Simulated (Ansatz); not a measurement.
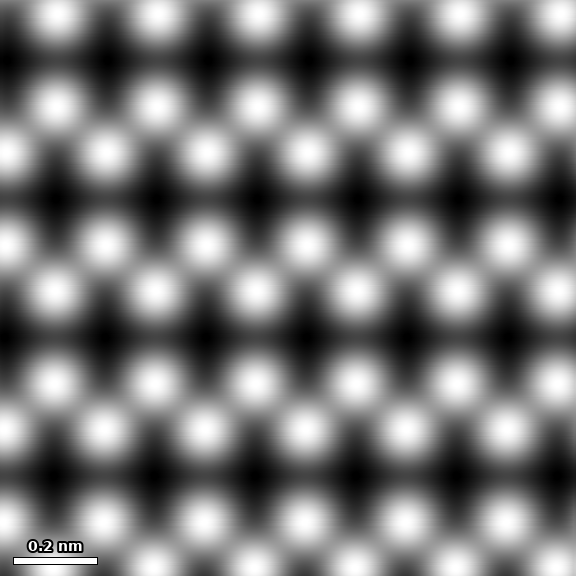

Dark-field STEM-like image of a crystal. Simulated incoherent Z contrast: every atom adds Z^1.7 spread by a probe of 1.15 Å full width; channelling and multiple scattering are left out. The display is stretched by a gamma of 0.65; percentages refer to the linear signal. A slight drift was added.

Measure the repeat of the pattern.

Answer. The pattern repeats on a centred rectangular net of 2.4 × 6.7 Å.

Which plane group does this projection have?

Answer. c2mm: perpendicular mirror lines on a centred net, with further twofold points between them.

How many columns does the smallest repeating cell hold, and how many levels of brightness?

Answer. 2 columns in the primitive cell of 8.2 Å², all of one brightness.

The crystal is Eu (P6_3/mmc, No. 194) seen along [201]. Structure used: the geometry relaxed at fixed volume with DFT PBE, spin-orbit coupling, plane waves, PAW (Ansatz); the starting structure was generated, so it need not be a known form of this composition.
